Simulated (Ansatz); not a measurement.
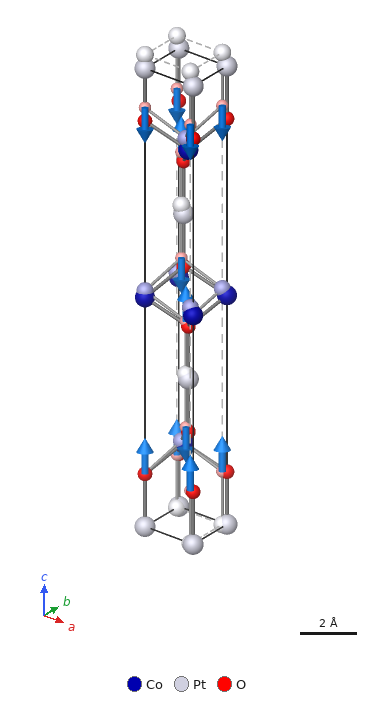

A crystal of CoPtO$_{2}$ (set up in R-3m), drawn pale, and a changed version of it, drawn solid. The blue arrows show how the atoms are displaced (without the part that the change of the cell carries along), magnified 30 times. The picture is a ball-and-stick view of the cell of the calculation, seen slightly off an axis.

Method: DFT PBEsol, scalar-relativistic, plane waves, PAW in Ansatz 0.2.0. Set-up: plane-wave cutoff 420 eV; k-point mesh 12 × 12 × 2; occupations gaussian; smearing width 0.1 eV; no spin polarisation.

> What was done to the structure, and with what result?

Biaxial strain in the a–b plane, +6.0 %, is applied. The c axis and the atoms are relaxed. Cell: a = b 2.810 → 2.979 Å (+6.0 %), c 17.697 → 17.185 Å (−2.9 %). Volume +9.1 %. The largest moves relative to the cell, 0.045 Å, are those of O atoms. Co and Pt stay in place. Near-neighbour distances before and after: Co–O 1.887 → 1.937 Å, O–Pt 1.986 → 1.974 Å. The space group stays R-3m (No. 166). The energy rises by 88.6 meV per atom. Pressure: 0.3 GPa before, −13.6 GPa after. The principal stresses (compression positive) are 0.0 GPa along c and −20.4 GPa across it. It is metallic before and after.
